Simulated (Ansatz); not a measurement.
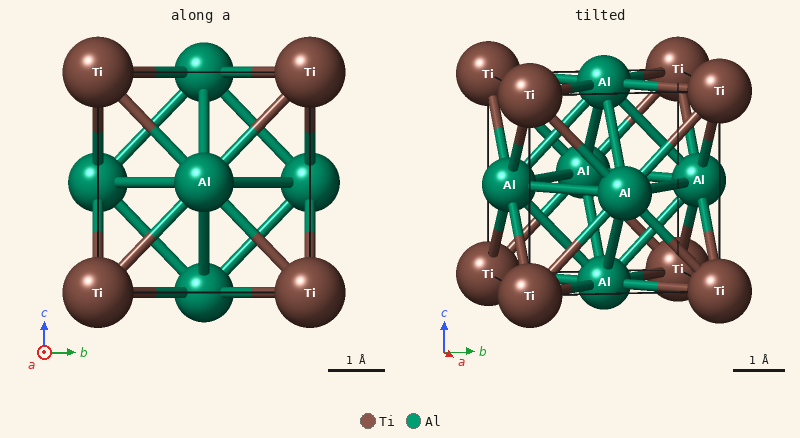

Shown here is a ball-and-stick view of the crystal, taken along the a axis and slightly off an axis. The parallelepiped is the simulation cell.

Input used:
```yaml
crystal:
  lattice:
    - [3.9483448106, 0.0, 0.0]
    - [0.0, 3.8002818802, 0.0]
    - [0.0, 0.0, 3.9483448106]
  atoms:
    - { symbol: Ti, position: [0.0, 0.0, 0.0] }
    - { symbol: Al, position: [0.5, 0.5, 0.0] }
    - { symbol: Al, position: [0.5, 0.0, 0.5] }
    - { symbol: Al, position: [0.0, 0.5, 0.5] }
basis:
  ecutwfc: 420
kpoints:
  mp_grid: { grid: [12, 12, 12] }
hamiltonian:
  xc: pbesol
scf:
  occupations: { method: gaussian, width: 0.15 }
output:
  forces: true
  stress: true
  eigenvalues: true
```
Run as:
```sh
ansatz run input.yaml --threads 1 --pin off --max-ram 2560MiB --backend cpu --events-out ev --progress --plain --runs-dir out
```

The numbers come from DFT PBEsol, scalar-relativistic, plane waves, PAW (Ansatz 0.2.0), using an energy cutoff of 420 eV, a 12×12×12 sampling of the Brillouin zone, Gaussian smearing of 0.15 eV, no spin polarisation.

> Is it conducting or gapped at this level?

A metal: bands cross the Fermi level.

> Would the cell expand or shrink if it could?

The computed pressure is 4.8 GPa (compressed: it would expand). The stress isn't hydrostatic: its largest component is 8.2 GPa.

The model was built from a structure listed in the Materials Project. The cell was then strained or its atoms displaced on purpose. Ansatz was used for an electronic-structure calculation on it.

At this level of theory the run's own cell isn't at rest (compressed, at 5 GPa), so its distances can differ from those at equilibrium, the more so the softer the solid.
